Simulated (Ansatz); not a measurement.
Input

```
crystal:
  lattice:
    - [0.0, 2.024805, 2.024805]
    - [2.024805, 0.0, 2.024805]
    - [2.024805, 2.024805, 0.0]
  atoms:
    - { symbol: Al, position: [0.0, 0.0, 0.0] }
hamiltonian:
  xc: rpbe
  pseudopotentials: { kind: paw }
kpoints:
  mp_grid: { grid: [11, 11, 11] }
scf:
  occupations: { method: gaussian, width: 0.02 }
output:
  forces: true
  stress: true
  eigenvalues: true
  write_density: true
  write_potential: true
  elf: true
  volumetric_format: npy
```

Run with:

```sh
ansatz run input.yaml --threads 2 --pin off --max-ram 5632MiB --backend cpu --events-out ev --progress --plain --runs-dir out
```

Below, planes, directions and counts refer to the conventional cell (a = 4.05 Å, b = 4.05 Å, c = 4.05 Å, α = 90.00°, β = 90.00°, γ = 90.00°).

Space group Fm-3m.

Computed with Kohn-Sham DFT of a periodic cell, RPBE, Ansatz PAW (Ansatz 0.2.0).

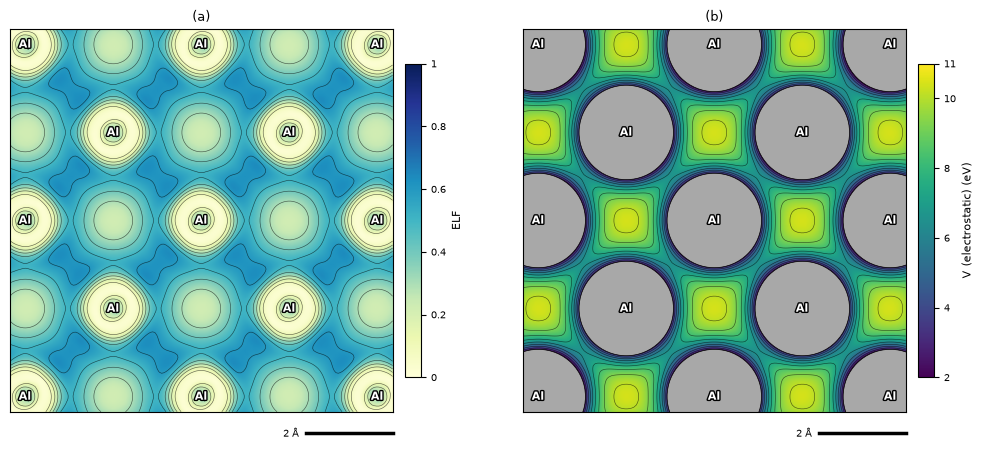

Al. (a) electron localisation function; (b) electrostatic potential (local pseudopotential plus Hartree) felt by an electron on the (010) plane of the conventional cell. Grey discs cover the atomic cores in the potential map.

Interpret the plot.

Answer. Atoms in the plane: Al. Al–Al (2.86 Å): the ELF peaks at about 0.65 between the atoms. Outside the cores the potential energy rises away from the atoms and is highest about 2.0 Å from the nearest atoms; its zero is arbitrary.

Does the calculation give a band gap?

Answer. It is metallic or semimetallic at this level of theory: no gap opens.
